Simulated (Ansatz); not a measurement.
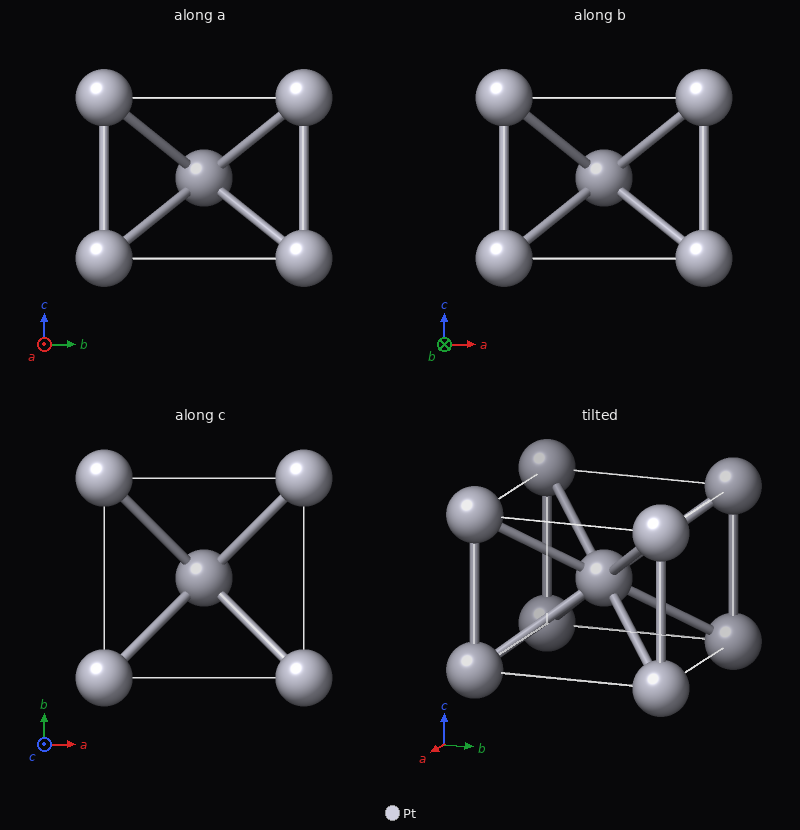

This ball-and-stick model is shown along the a axis, along the b axis, along the c axis and slightly off an axis. One conventional unit cell is framed, with atoms on its boundary repeated.

Lattice parameters: a = 3.401 Å, b = 3.401 Å, c = 2.735 Å, α = 90.00°, β = 90.00°, γ = 90.00°.

### Put the structure into a table of Wyckoff sites.

Space group I4/mmm (No. 139).
```tsv
atom	site	x	y	z
Pt	2a	0.0000	0.0000	0.0000
```

The cell started as a random cell made by a generator, so it need not be a real form of the element. Earlier steps of the study, as a rule a relaxation of our own, may have changed the cell and positions, so they can lie some per cent off the listed ones. Ansatz was used for an electronic-structure calculation on it.
